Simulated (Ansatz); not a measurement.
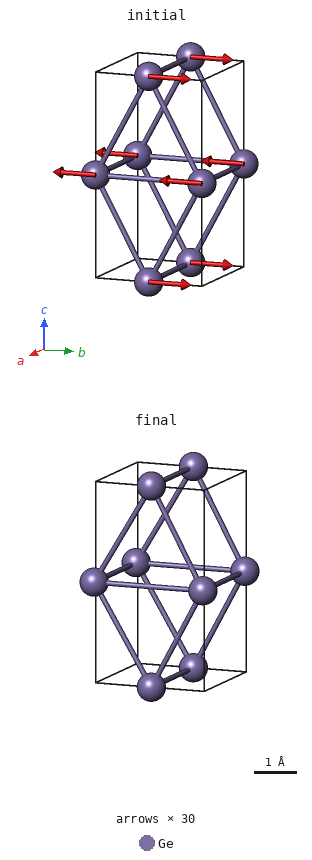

The structure of solid Ge (set up in Cmmm) before (top) and after (bottom) a relaxation, at one scale. The red arrows give the displacements (the part carried along by the change of the cell is left out), 30 times their true length.

The picture is a ball-and-stick view of the cell of the calculation, seen slightly off an axis.

Theory: DFT PBEsol, scalar-relativistic, plane waves, PAW (Ansatz). Settings: plane-wave cutoff 420 eV; k-point mesh 12 × 12 × 8; occupations gaussian; smearing width 0.15 eV; no spin polarisation.

Summarise the run.

The largest moves relative to the cell, 0.037 Å, are those of Ge atoms. Cell: a unchanged at 2.643 Å, b 2.765 → 2.828 Å (+2.3 %), c 5.039 → 4.929 Å (−2.2 %). Volume +0.1 %. Among the contacts that change: Ge–Ge 2.874 → 2.805 Å, Ge–Ge 2.765 → 2.828 Å, Ge–Ge 2.874 → 2.880 Å. The space group (tolerance 0.01 Å) goes from Cmmm (No. 65) to Pmma (No. 51).
